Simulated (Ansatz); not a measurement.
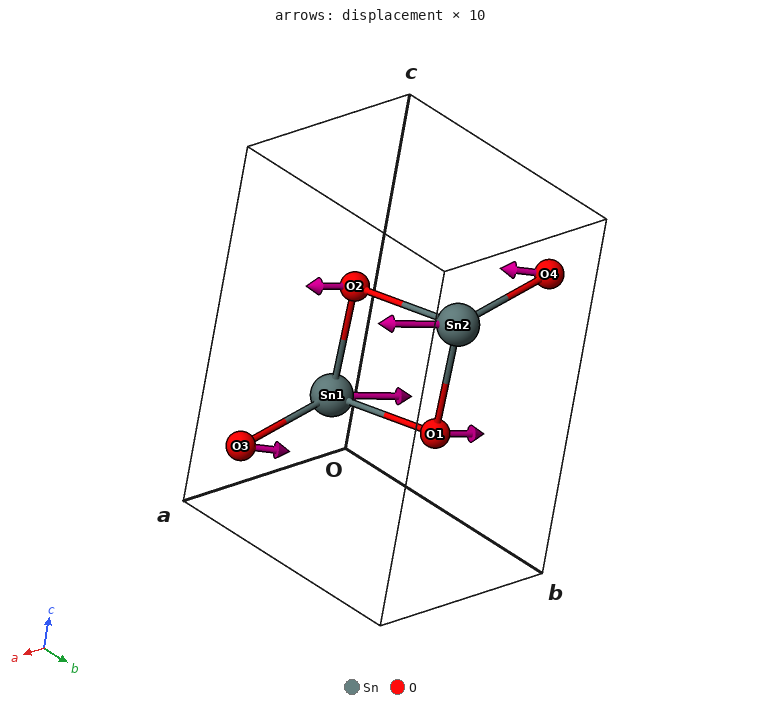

For SnO₂, coordinates from a relaxation with DFT PBE, scalar-relativistic, plane waves, PAW (Ansatz 0.2.0): the structure has space group No. 2, P-1, but lies close to a more symmetric one; the arrows, set on the atoms' surfaces, show each atom's displacement from its place in that idealised structure, magnified. All values are computed from the atomic coordinates in the standard setting (tolerance 0.002 Å).

```cif
data_structure
_symmetry_space_group_name_H-M 'P 1'
_symmetry_Int_Tables_number 1
_cell_length_a 4.0978
_cell_length_b 4.1097
_cell_length_c 5.5953
_cell_angle_alpha 108.830
_cell_angle_beta 106.876
_cell_angle_gamma 90.209
_cell_volume 84.85
loop_
_atom_site_label
_atom_site_type_symbol
_atom_site_fract_x
_atom_site_fract_y
_atom_site_fract_z
_atom_site_occupancy
Sn1 Sn 0.35244 0.13897 0.25131 1
Sn2 Sn 0.64756 0.86103 0.74869 1
O1 O 0.40508 0.67766 0.34102 1
O2 O 0.59492 0.32234 0.65898 1
O3 O 0.81722 0.08903 0.15942 1
O4 O 0.18278 0.91097 0.84058 1
```

**Which is the most symmetric group that a search with looser tolerances finds (in steps up to 1 Å, at an angle tolerance of 8°, moving no atom by more than 0.6 Å)?**

I4_1/amd (No. 141), tetragonal, found at a tolerance of 0.55 Å. The actual group is a subgroup of index 8: the point group loses a factor 8 (4/mmm to -1), and all translations are kept.

**How large is the distortion?**

Largest displacements (atoms of each element counted in list order): Sn2 0.11 Å, Sn1 0.11 Å, O2 0.07 Å, O1 0.07 Å; root mean square 0.08 Å; the largest principal strain of the cell against the idealised metric is 5.0 %.
